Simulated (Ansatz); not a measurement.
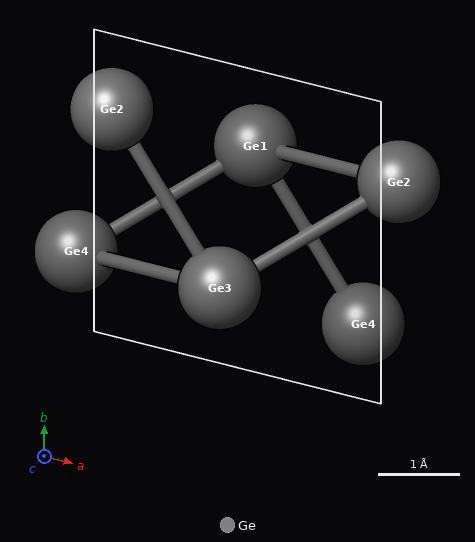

Figure 1. The input geometry (ball-and-stick view of the cell of the calculation, along the c axis; atoms are numbered from 1 in the order of the input). An atom can appear more than once, as a periodic image. Near neighbours in the periodic cell (some may lie outside the picture): Ge has 6 Ge at 2.67 to 2.82 Å.

# Single-point calculation of Ge

- system: Ge (4 atoms in the cell)
- method: DFT r2SCAN, scalar-relativistic, plane waves, PAW, no spin polarisation (Ansatz 0.2.0)

The structure derives from a Materials Project entry. It belongs to a series of runs on one base structure; here: the relaxed cell repeated 2 times. Figures and captions count atoms from 1; the log counts them from 0 in places.

## Input file
```yaml
crystal:
  lattice:
    - [-2.5738610839, 2.5731635146, 1.4093216048]
    - [-2.5738610839, -2.5731635146, -1.4093216048]
    - [2.5738610839, -2.5731635146, 4.2279648144]
  atoms:
    - { symbol: Ge, position: [0.5623942882, 0.75, 0.3123942882] }
    - { symbol: Ge, position: [0.0623942882, 0.75, 0.8123942882] }
    - { symbol: Ge, position: [0.4376057118, 0.25, 0.6876057118] }
    - { symbol: Ge, position: [0.9376057118, 0.25, 0.1876057118] }
basis:
  ecutwfc: 500
kpoints:
  mp_grid: { grid: [18, 18, 18] }
hamiltonian:
  xc: r2scan
scf:
  occupations: { method: gaussian, width: 0.15 }
output:
  forces: true
  stress: true
  eigenvalues: true
```

Machine: 2 threads of Intel Xeon @ 2.70GHz, 189 GiB of memory available, shared host.

Launched with:
```bash
ansatz run input.yaml --threads 2 --pin off --max-ram 5120MiB --backend cpu --events-out ev --progress --plain --runs-dir out
```

## What the program printed
```
Engine: ansatz 0.2.0, x86_64-unknown-linux-gnu
Pseudopotentials: kind: paw
Pseudopotential: Ge, paw, valence charge 14, recommended cutoff 500 eV (meta_gga), Ge.paw.azcp
Functional definition: r2SCAN
  parameter k0 = 0.174
  parameter k1 = 0.065
  parameter a1 = 4.9479
  exchange = r2scan_x(k0 = k0, k1 = k1, a1 = a1)
  correlation = r2scan_c
Crystal: 4 atoms, lattice volume = 74.671 Å³
Basis set: ecut = 500 eV, 1873 PW (Γ), exchange–correlation on 120×120×180 points (64 copies of the dense FFT grid, shifted against one another)
Bands: 34, of which v1, the nominal top of the filled ones, is band 28 counted from 1 (27 counted from 0)
Symmetry: 8 space group operations
Space group: Imma (ITA 74), of the structure as read, at distance tolerance 4.2e-5 Å
k-points: 1550 of 5832
Non-local potential: Ge, projectors of the file, l = 0: 2, l = 1: 2, l = 2: 3, l = 3: 1
PAW form: soft (Blöchl's): semilocal exchange-correlation on the pseudo side does not see the compensation charge
PAW frozen core: Ge, regenerated for the run's functional (the file was generated under x = pbe(κ = 0.804, μ = 0.2195149727645171), c = pbe(β = 0.06672455060314922))
PAW one-centre angular grid: Ge, 590 points (default); XC on 160 Gauss nodes
Initial density: superposition of atomic densities (neutral atoms: chi_scale 0, normalization atom), corrected by the library's trained network
Initial wavefunctions: pseudopotential atomic-orbital guess
Functional: x = r2scan, c = r2scan; τ floored in thin density (d = 2e-4 eV/Å³)
SCF iter   1: F=—  HF=-17210.125921 eV  |F-HF|=—  |Δ(HF+E_count)|=         —  Δρ=7.12e-3  dr2=1.19e-2  dr2_τ=3.48e-3  ethr=1.77e-3  ⟨swp⟩=5.4  Hψ=192486  notcnv=0
preconditioner: auto → Kerker (q_TF=auto, 2.601 Å⁻¹)  [metal: Δε(μ)=0.002 eV  Ē_g=23.488 eV  σ=0.150 eV  W_gap=0.01  n_scr=28 (ndim 8)  ℏωp=32.2 eV  f_vac=0.000  D(μ)=1.44/eV (n_scr^D=10)]
SCF iter   2: F=—  HF=-17210.176755 eV  |F-HF|=—  |Δ(HF+E_count)|=   5.08e-2  Δρ=2.59e-3  dr2=2.24e-3  dr2_τ=4.47e-5  ethr=2.13e-5  ⟨swp⟩=2.0  Hψ=115120  notcnv=0  defer=1503
SCF iter   3: F=—  HF=-17210.178017 eV  |F-HF|=—  |Δ(HF+E_count)|=   1.26e-3  Δρ=1.71e-3  dr2=1.17e-3  dr2_τ=1.46e-5  ethr=4.00e-6  ⟨swp⟩=1.0  Hψ=50883  notcnv=0  defer=1503
SCF iter   4: F=—  HF=-17210.178717 eV  |F-HF|=—  |Δ(HF+E_count)|=   7.00e-4  Δρ=4.60e-4  dr2=1.27e-4  dr2_τ=1.36e-6  ethr=2.09e-6  ⟨swp⟩=2.0  Hψ=63379  notcnv=0  defer=1503
SCF iter   5: F=—  HF=-17210.178786 eV  |F-HF|=—  |Δ(HF+E_count)|=   6.92e-5  Δρ=8.27e-5  dr2=5.49e-6  dr2_τ=2.47e-8  ethr=2.27e-7  ⟨swp⟩=2.0  Hψ=63379  notcnv=0  defer=1503
SCF iter   6: F=—  HF=-17210.178777 eV  |F-HF|=—  |Δ(HF+E_count)|=   9.20e-6  Δρ=7.10e-6  dr2=4.30e-8  dr2_τ=2.97e-10  ethr=1.79e-10  ⟨swp⟩=6.6  Hψ=247736  notcnv=0
SCF iter   7: F=-17210.178777 eV  HF=-17210.178777 eV  |F-HF|=5.89e-10  |Δ(HF+E_count)|=   6.85e-9  Δρ=1.43e-6  dr2=1.17e-9  dr2_τ=2.32e-11  ethr=7.69e-11  ⟨swp⟩=1.8  Hψ=155763  notcnv=0
SCF 1 converged in 7 iterations: F = -17210.178777 eV  dr2 = 1.17e-9
  greatest PAW one-centre occupation: 0.998 electrons in one spin orbital (limit 2), on the Ge atom at site 3 (counted from 0), in its partial waves of l = 2
SCF converged after 7 iterations
Free energy (F): -17210.178777 eV
Harris-Foulkes:  -17210.178777 eV  (|F-HF|=5.89e-10)
Internal energy: -17210.162607 eV  (E = F + TS)
E sigma→0 (E₀):  -17210.170692 eV
Entropy (-TS):   -0.016170 eV (-4.043 meV/atom)
Fermi energy:    10.955509 eV
--- Per-component energies (eV) ---
  E_band       = -487.089077
  E_kinetic    = 442.055153
  E_local      = -8608.773787  (includes V_loc(G=0)·N_el)
  E_nonlocal   = 1671.716755
  E_hartree    = 3775.355618
  E_xc         = -276.456548
  E_vxc        = -272.120014  (∫ρ·V_xc dr)
  E_paw        = -8127.820738  (= ΣΔE_a)
  E_vpaw       = -1286.198663  (= ΣTr[D̂ρ^β])
  E_aug_tail   = 0.000064  (compensation charges beyond the density's cutoff)
  E_vtau       = 15.522083  (kinetic-family band-sum trace: ∫τ·v_τ [+ j·A + Jᵃ·Aᵃ] dr)
  E_ewald      = -6081.896059
  E_core_change = -4.343063  (= ΣΔE_core)
  E_smearing   = -0.016170  (= −TS)
  E_closure    = 0.000000  (closes the sum)
  Σ components = -17210.178777   (vs F -17210.178777, Δ=0.00e0)
--- Forces (eV/Å), atoms counted from 1 ---
  atom   1  Ge    -0.00000000     0.00104777     0.00104445
  atom   2  Ge    -0.00000000     0.00104777     0.00104445
  atom   3  Ge     0.00000000    -0.00104777    -0.00104445
  atom   4  Ge     0.00000000    -0.00104777    -0.00104445
  max |Σ_I F_I| component: 1.39e-17 eV/Å
--- Stress (GPa, compression-positive) ---
       -0.424156       0.000000       0.000000
        0.000000      -0.115064      -0.021979
        0.000000      -0.021979       0.462477
  P = ⅓ Tr σ = -0.0256 GPa (-0.256 kbar)
--- Band table (eV; the first three rows and the last of 1550) ---
  k-point 0: bands = ["-14.4694", "-14.4212", "-14.4180", "-14.3870", "-14.3855", "-14.3770", "-14.3680", "-14.3411", "-14.3116", "-14.3090", "-14.2787", "-14.2786", "-14.2725", "-14.2720", "-14.2377", "-14.2164", "-14.2145", "-14.2010", "-14.1822", "-14.1345", "-2.9104", "2.5257", "4.2940", "6.9237", "8.3026", "8.4816", "8.4837", "8.8178", "9.4390", "13.7577", "14.7284", "14.7565", "16.7900", "18.9663"]
  k-point 1: bands = ["-14.4691", "-14.4217", "-14.4170", "-14.3866", "-14.3843", "-14.3758", "-14.3675", "-14.3415", "-14.3113", "-14.3096", "-14.2797", "-14.2797", "-14.2724", "-14.2718", "-14.2373", "-14.2209", "-14.2119", "-14.2012", "-14.1822", "-14.1349", "-2.8908", "2.3206", "4.5070", "6.8741", "8.1865", "8.4834", "8.5675", "9.0023", "9.4182", "13.8098", "14.7357", "14.7931", "16.7421", "18.7922"]
  k-point 2: bands = ["-14.4682", "-14.4233", "-14.4139", "-14.3853", "-14.3804", "-14.3724", "-14.3662", "-14.3425", "-14.3117", "-14.3100", "-14.2824", "-14.2820", "-14.2723", "-14.2715", "-14.2359", "-14.2277", "-14.2111", "-14.2018", "-14.1816", "-14.1360", "-2.8321", "1.8752", "4.9633", "6.7521", "8.0382", "8.4829", "8.7979", "9.3593", "9.3684", "13.9618", "14.7523", "14.9021", "16.5960", "18.3165"]
  k-point 1549: bands = ["-14.4256", "-14.4251", "-14.4211", "-14.3770", "-14.3679", "-14.3412", "-14.3116", "-14.3090", "-14.2958", "-14.2957", "-14.2772", "-14.2772", "-14.2763", "-14.2762", "-14.2691", "-14.2687", "-14.2377", "-14.2164", "-14.2145", "-14.1822", "1.7480", "1.7523", "2.5256", "4.2941", "4.8520", "4.8532", "8.3025", "8.8178", "9.4390", "13.7577", "14.7283", "16.7900", "17.2437", "17.2531"]
```

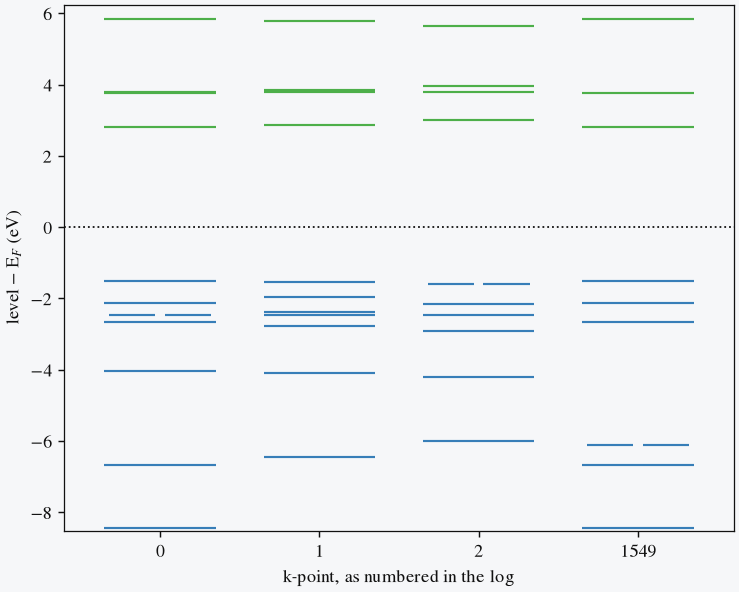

Figure 2. Kohn–Sham levels near the Fermi level (dotted) at the few k-points that the log prints; levels within 0.02 eV of each other stand side by side. The system is metallic on the full mesh.

## Key numbers

| quantity | value |
| --- | --- |
| outcome | converged |
| space group (tolerance 0.01 Å) | I4₁/amd (141) |
| electrons treated | 56 |
| free energy | −17210.1788 eV |
| Fermi energy | 10.956 eV |
| gap on the k-point mesh | none (metallic) |
| pressure | −0.03 GPa |
| largest force (length of the vector) | 0.001 eV/Å |
| wall time | 3.2 min (CPU time 6.2 min) |
| peak memory | 3.2 GiB |
